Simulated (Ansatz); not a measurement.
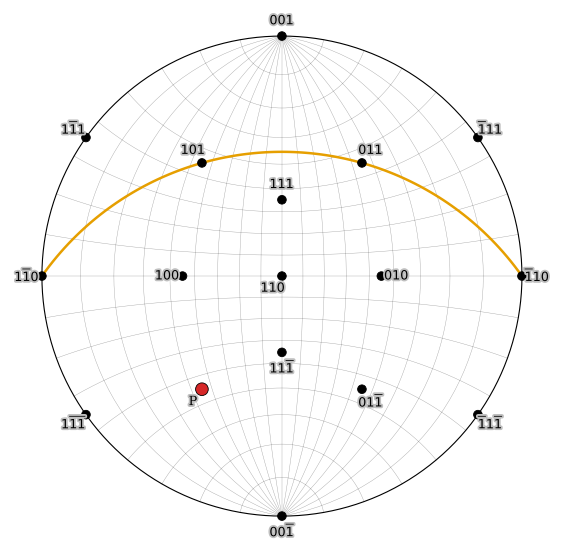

Crystal: MnSb, the input geometry of an electronic-structure calculation (not necessarily at equilibrium); the starting structure was generated, so it need not be a known form of this composition. Stereographic projection of plane normals (upper hemisphere) centred on (1 1 0). The drawing is computed from the coordinates (standard cell, symmetry found to 0.002 Å).

a = 6.180 Å, b = 6.180 Å, c = 6.180 Å, α = 90.00°, β = 90.00°, γ = 90.00°.

### Index the pole marked P.

P is (1 0 −1), 60.0° from the centre.

### Which zone does the coloured great circle trace?

The zone [1 1 −1]: its poles satisfy h + k − l = 0.

### What is the angle between the normals of (0 0 −1) and (−1 1 −1), and what are their d_hkl = 1/|g|?

54.7°; d = 6.180 Å and 3.568 Å.
